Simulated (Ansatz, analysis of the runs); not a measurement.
# A homologous series of junctions, from SiH2(OSiH2)1 chain with methyl sulfide ends, between Au (111) faces with adatoms, part 2 of 4

Wanted: G and thermopower along the series, and a fit against length.

Ansatz 0.2.0; DFT PBE, plane waves, PAW; relaxation of a junction, electrodes held but for their tips (the session's first sound run).

So far. Step 2 (Relaxation of the scattering region, 91 atoms, molecule …): The largest force component on a free atom ends at 0.037 eV/Å, under the limit of 0.05. The apex atoms end 10.24 Å apart, and their nearest bridge atoms lie at 2.41 Å (Au–S) and 2.41 Å (Au–S).

## 3. Transmission between the leads, 91 atoms, molecule siloxane 1, methyl sulfide ends, units 1

This step: DFT PBE, plane waves, PAW; transmission of a junction between electrodes (Ansatz 0.2.0).

The cell is now read as a scatterer between two semi-infinite leads, named by two sites one period apart. The scattering states in its self-consistent potential are matched to the leads' states at each energy. A mesh across the current samples the surface zone of the faces.

Input file input.yaml:

```yaml
crystal:
  lattice:
    - [8.8246926292, 0.0, 0.0]
    - [4.4123463146, 7.6424079975, 0.0]
    - [0.0, 0.0, 31.4365220531]
  atoms:
    - { symbol: Au, position: [0.722222222, 0.722222222, 0.0] }
    - { symbol: Au, position: [0.722222222, 0.055555556, 0.0] }
    - { symbol: Au, position: [0.722222222, 0.388888889, 0.0] }
    - { symbol: Au, position: [0.055555556, 0.722222222, 0.0] }
    - { symbol: Au, position: [0.055555556, 0.055555556, 0.0] }
    - { symbol: Au, position: [0.055555556, 0.388888889, 0.0] }
    - { symbol: Au, position: [0.388888889, 0.722222222, 0.0] }
    - { symbol: Au, position: [0.388888889, 0.055555556, 0.0] }
    - { symbol: Au, position: [0.388888889, 0.388888889, 0.0] }
    - { symbol: Au, position: [0.833333333, 0.833333333, 0.076400854] }
    - { symbol: Au, position: [0.833333333, 0.166666667, 0.076400854] }
    - { symbol: Au, position: [0.833333333, 0.5, 0.076400854] }
    - { symbol: Au, position: [0.166666667, 0.833333333, 0.076400854] }
    - { symbol: Au, position: [0.166666667, 0.166666667, 0.076400854] }
    - { symbol: Au, position: [0.166666667, 0.5, 0.076400854] }
    - { symbol: Au, position: [0.5, 0.833333333, 0.076400854] }
    - { symbol: Au, position: [0.5, 0.166666667, 0.076400854] }
    - { symbol: Au, position: [0.5, 0.5, 0.076400854] }
    - { symbol: Au, position: [0.944444444, 0.944444444, 0.152801707] }
    - { symbol: Au, position: [0.944444444, 0.277777778, 0.152801707] }
    - { symbol: Au, position: [0.944444444, 0.611111111, 0.152801707] }
    - { symbol: Au, position: [0.277777778, 0.944444444, 0.152801707] }
    - { symbol: Au, position: [0.277777778, 0.277777778, 0.152801707] }
    - { symbol: Au, position: [0.277777778, 0.611111111, 0.152801707] }
    - { symbol: Au, position: [0.611111111, 0.944444444, 0.152801707] }
    - { symbol: Au, position: [0.611111111, 0.277777778, 0.152801707] }
    - { symbol: Au, position: [0.611111111, 0.611111111, 0.152801707] }
    - { symbol: Au, position: [0.055555556, 0.055555556, 0.229202561] }
    - { symbol: Au, position: [0.055555556, 0.388888889, 0.229202561] }
    - { symbol: Au, position: [0.055555556, 0.722222222, 0.229202561] }
[... 55 atom lines left out ...]
    - { symbol: Au, position: [0.944444444, 0.611111111, 0.923599146] }
    - { symbol: Au, position: [0.944444444, 0.944444444, 0.923599146] }
    - { symbol: Au, position: [0.944444444, 0.277777778, 0.923599146] }
    - { symbol: Au, position: [0.277777778, 0.611111111, 0.923599146] }
    - { symbol: Au, position: [0.277777778, 0.944444444, 0.923599146] }
    - { symbol: Au, position: [0.277777778, 0.277777778, 0.923599146] }
kpoints:
  mp_grid: { grid: [4, 4, 1] }
scf:
  occupations: { method: fermi_dirac, width: 0.1 }
hamiltonian:
  xc: pbe
output:
  transmission: { leads: [[82, 0]], e_range: [-0.7, 0.7], de: 0.035, kmesh: [4, 4] }
  dos: { projected: true, e_range: [-5, 4] }
  write_potential: true
  write_density: true
  volumetric_format: npy
```

Atom lines that are left out differ too.

Started as:

```sh
$ ansatz run input.yaml --threads 16 --pin off --max-ram 61440MiB --backend cuda --events-out ev --progress --plain --runs-dir out --max-vram 78GiB
```

Numbers of over 12 decimals in the logs are rounded to 6 here.

What it wrote:

```text
Warning: at least one further symmetry operation maps every atom of the structure, as the run holds it, onto an atom to within 2.03e-5 (fractional), and is not used: no operation is sought that the atoms, as the run holds them, miss by more than 2.00e-5, twice crystal.symmetry.tolerance (1.0e-5). The run uses 1 unitary operations. The run imposes no operation that its atoms and lattice do not hold. Figures that only  [...]
[...]
Crystal: 91 atoms, lattice volume = 2120.139 Å³
Basis set: ecut = 420 eV, 41439 PW (Γ)
Bands: 870, of which v1, the nominal top of the filled ones, is band 725 counted from 1 (724 counted from 0)
Symmetry: 1 space group operations
[...]
k-points: 10 of 16 (time reversal used)
[...]
SCF iter   1: F=—  HF=-977352.023871 eV  |F-HF|=—  |Δ(HF+E_count)|=         —  Δρ=3.66e-3  dr2=8.72e0  ethr=1.77e-3  ⟨swp⟩=6.0  Hψ=33785  notcnv=0  defer=34
[...]
SCF iter   3: F=—  HF=-977351.688938 eV  |F-HF|=—  |Δ(HF+E_count)|=   1.34e-2  Δρ=2.76e-3  dr2=3.43e-1  ethr=2.91e-5  ⟨swp⟩=2.3  Hψ=14738  notcnv=0  defer=871
[...]
SCF 1 converged in 9 iterations: F = -977351.627662 eV  dr2 = 8.92e-8
[...]
SCF converged after 9 iterations
[...]
--- Transmission ---
  basis      : 595 plane waves across, 49 finite elements along
  points     : 10, standing for a mesh of 4 x 4
  on the GPU : 10 of these points
  filling    : by the input's occupations and mesh, since the crystals that have channels conduct as metals do. If one of these is a semiconductor, that mesh has misplaced its level
  energies   : 41 from -0.700000 to 0.700000 eV about the Fermi level, 0.035000 eV apart; the leads are filled to 0.000000 eV, and channels, transmission and decay are at 0.000000 eV
  crystal 0  : Au9, at the sites [82, 0], period 2.4018 Å, over 19.21 Å; its Hamiltonian steps by up to 22.2 meV
    offset         : up to 0.0000 Å between an atom of the period and one for which it stands
    filled         : 0.2 meV under the level at which it is neutral
    channels       : 7.687500e0 a spin
    conductance    : 8.8273e14 S/m² at 300 K; may be off by some 0.0 % by where its bands' edges are placed, 11.4 % from the k-mesh, 0.0 % from the distance to neutral
  junction   : crystal 0 to crystal 0, -0.50 to 28.53 Å
    transmission   : 1.879432e-3 a spin
    conductance    : 2.1730e11 S/m² at 300 K (1.6551e11 on every other point, 2.1637e11 on every other energy)
    error estimate : 0.4 % from the energy spacing and 86.0 % from band edges of the leads and from resonances (wavevectors taken as independent; lower de), 45.8 % from the k-mesh, 6.7 % from the steps of its leads' Hamiltonians or their offsets (lay more layers), 0.0 % from the distance to neutral
    resistance     : 4.6008e0 Ω µm² beyond half of each lead's own
```

Run time: 4.3 min. Hardware: 1 × NVIDIA GB200 with 16 threads of Arm Neoverse V2, shared host; peak memory 19 GiB; 32 min of CPU time.

In the SCF lines HF is the Harris–Foulkes energy and dr2 the Hartree energy of the density residual, in eV; the loop may stop once dr2 is under the threshold and the program's other checks hold. Hψ counts applications of the Hamiltonian.

This step gave:

| Item | Value |
| --- | --- |
| energy at zero smearing | -977351.1514 eV |
| transmission at the Fermi level (a spin, zone mean) | 0.001879 |
| potential step in the lower lead | 22.2 meV |
| conductance of the junction | 0.001891 G₀ |
| conductance of the bulk lead, a 3×3 cell, mean over the mesh | 7.684 G₀ |
| channels of the bulk lead, one spin, mean over the mesh | 7.688 |

Table of transmission, one spin by energy, zero at the Fermi level:

```
energy (eV)  transmission, one spin
     -0.700                 0.00104
     -0.595                 0.00127
     -0.490                 0.00168
     -0.385                 0.00131
     -0.315                 0.00132
     -0.210                 0.00146
     -0.105                 0.00163
      0.000                 0.00188
      0.105                 0.00224
      0.210                 0.00353
      0.315                 0.00206
      0.385                 0.00203
      0.490                 0.00237
      0.595                 0.00290
      0.700                 0.00362
```

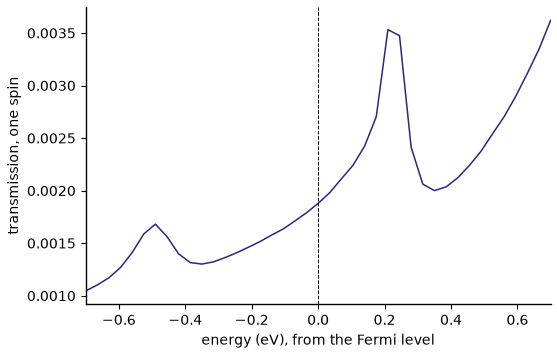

Transmission, one spin against energy.

The open channels of the lead, one spin by energy, zero at the Fermi level:

```
energy (eV)  open channels of the lead, one spin
     -0.700                                 5.69
     -0.630                                 5.81
     -0.525                                 5.81
     -0.455                                 5.81
     -0.385                                 6.56
     -0.280                                 7.69
     -0.210                                 7.69
     -0.140                                 7.69
     -0.035                                 7.69
      0.000                                 7.69
      0.035                                 7.69
      0.140                                 7.69
      0.210                                 7.69
      0.280                                 7.31
      0.385                                 7.31
      0.455                                 7.31
      0.525                                 7.31
      0.630                                 7.31
      0.700                                 7.31
```

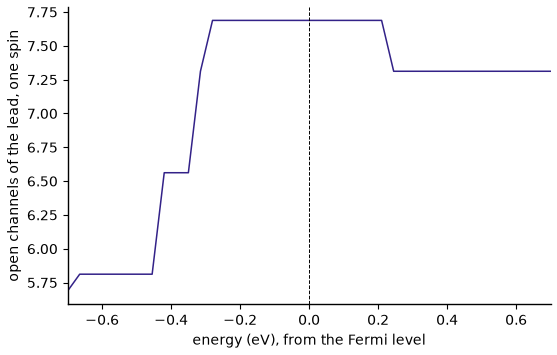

Open channels of the lead, one spin against energy.

The planar mean of the electrostatic potential energy, less the Fermi level oscillates, so the rows of the table below give means over windows of 2.5 Å about each position, cut where the curve ends. Its maxima inside the range that stand out by 2 % of the span (Å: eV): 1.2: 0.898, 3.6: 0.914, 6.1: 0.765, 8.7: 2.99, 10.5: 3.50, 12.4: 0.522, 13.8: 2.48, 16.7: 0.506, 18.6: 3.50, 20.4: 3.03, 23.0: 0.956, 25.5: 0.912, 27.9: 0.679, 30.3: 0.895. Its minima: 2.5: -16.1, 4.8: -16.2, 7.3: -15.9, 9.5: 2.31, 11.9: -0.0109, 12.8: 0.0883, 16.3: 0.0896, 17.2: -0.0606, 19.6: 2.32, 21.8: -16.0, 24.3: -16.1, 26.6: -16.2, 29.1: -16.1.

Planar mean of the electrostatic potential energy, less the Fermi level against z; means over each step:

```
z (Å)  planar mean of the electrostatic potential energy, less the Fermi level (eV)
  0.0                                                                         -7.54
  2.5                                                                         -7.52
  5.0                                                                         -7.49
  7.5                                                                         -6.84
 10.0                                                                          2.72
 12.5                                                                         0.690
 15.0                                                                          1.86
 17.5                                                                          1.33
 20.0                                                                          1.48
 22.5                                                                         -7.72
 25.0                                                                         -7.98
 27.5                                                                         -8.03
 30.0                                                                         -8.14
```

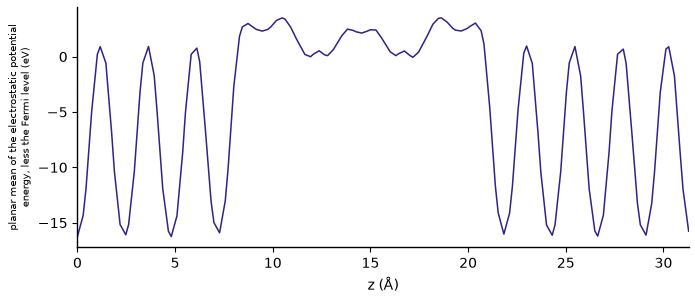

Planar mean of the electrostatic potential energy, less the Fermi level, plotted against z.

By hand: the program gives 2.1730 × 10^11 S/m² over the cell's cross-section of 67.44 Å² = 6.744 × 10^-19 m², so one cell conducts 1.466 × 10^-7 S. Divided by G0 = 2e²/h = 7.748 × 10^-5 S this is 0.00189 G0, a resistance of 6824 kΩ.

The conductance is 0.00189 G₀. The value hangs on where a semilocal functional puts the molecule's levels, which is known only roughly. The lead's Hamiltonian steps by 22.2 meV, which the program lets pass, though it counts in the error estimate. The largest term of the program's error estimate is 86 %, from band edges of the leads and from resonances.

## 4. Conductance and thermopower from T(E), 91 atoms

This step: Landauer integrals over the computed T(E), interpolated linearly between its energies (analysis of the runs above).

Conductance and thermopower are moments of T(E) over the thermal window; sliding the window along E stands for a gate that leaves T(E) rigid.

Numbers from this step:

| Item | Value |
| --- | --- |
| conductance at 300 K, interpolated from T(E) | 0.001894 G₀ |
| thermopower at 300 K | -11.34 μV/K |
| Lorenz number over L0 | 1.020 |

T(E) held rigid; rough near sharp steps of T(E). The conductance at 300 K by shift of the leads' level:

```
shift of the leads' level (eV)  conductance at 300 K (G₀)
                        -0.350                    0.00134
                        -0.300                    0.00135
                        -0.250                    0.00141
                        -0.200                    0.00148
                        -0.150                    0.00156
                        -0.100                    0.00166
                        -0.050                    0.00176
                         0.000                    0.00189
                         0.050                    0.00206
                         0.100                    0.00227
                         0.150                    0.00260
                         0.200                      0.003
                         0.250                    0.00294
                         0.300                    0.00242
                         0.350                    0.00213
```

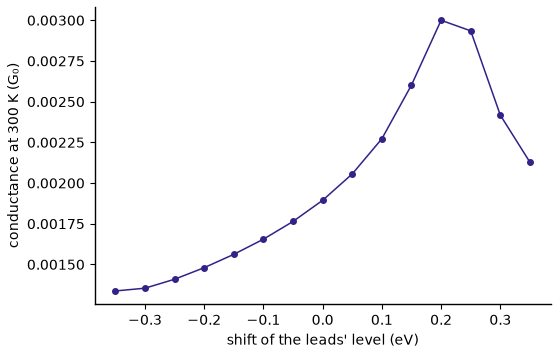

Conductance at 300 K, plotted against shift of the leads' level.

T(E) held rigid; rough near sharp steps of T(E). Table of thermopower at 300 K by shift of the leads' level:

```
shift of the leads' level (eV)  thermopower at 300 K (μV/K)
                        -0.350                         1.80
                        -0.300                        -3.94
                        -0.250                        -6.55
                        -0.200                        -7.58
                        -0.150                        -8.18
                        -0.100                        -8.92
                        -0.050                        -9.92
                         0.000                        -11.3
                         0.050                        -13.5
                         0.100                        -17.1
                         0.150                        -20.5
                         0.200                        -9.90
                         0.250                         16.3
                         0.300                         24.8
                         0.350                         9.32
```

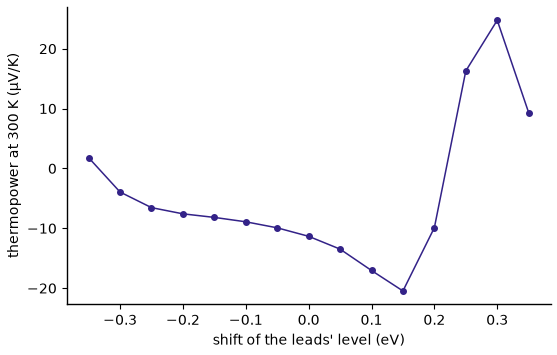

Thermopower at 300 K against shift of the leads' level.

The two levels move by half the bias each and T(E) is held rigid. Table of current from the zero-bias T(E) by bias:

```
bias (V)  current from the zero-bias T(E) (μA)
   0.000                                     0
   0.100                                0.0147
   0.200                                0.0297
   0.300                                0.0453
   0.400                                0.0621
   0.500                                0.0794
   0.600                                0.0951
   0.700                                 0.109
   0.800                                 0.122
```

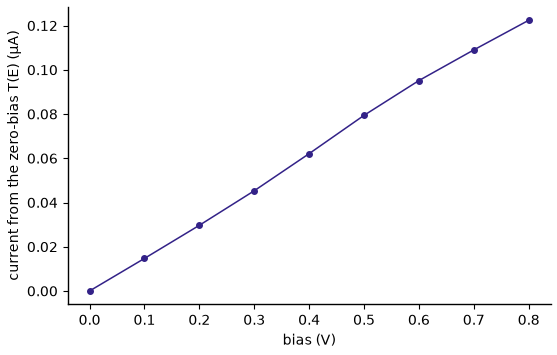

Current from the zero-bias T(E) against bias.

By hand, Mott's formula: S = −(π²k²T/3e) d ln T/dE, and π²k²T/3e = 7.33 μV/K × eV at 300 K. The computed T is 0.00171 at -0.070 eV and 0.00211 at +0.070 eV, so d ln T/dE ≈ 1.50 per eV and S ≈ -11.0 μV/K, against -11.3 from the integrals.

The thermopower is -11.3 μV/K. The Lorenz ratio is 1.02, where the Wiedemann-Franz law gives 1. These values rest on a semilocal level alignment and on the mesh across the current. Moving the level by up to 0.1 eV either way gives -17 to -8.9 μV/K.

(Continued in part 3 of 4.)

[Logs are printed without paths, hosts, clocks, repeated set-up lines and the standing remarks that a program may print on its own settings, such as how far it seeks lower states.]

[Hosts, paths, dates, database ids (printed as entryN), source tags and the programs' standing remarks are cut or masked in the printed files.]
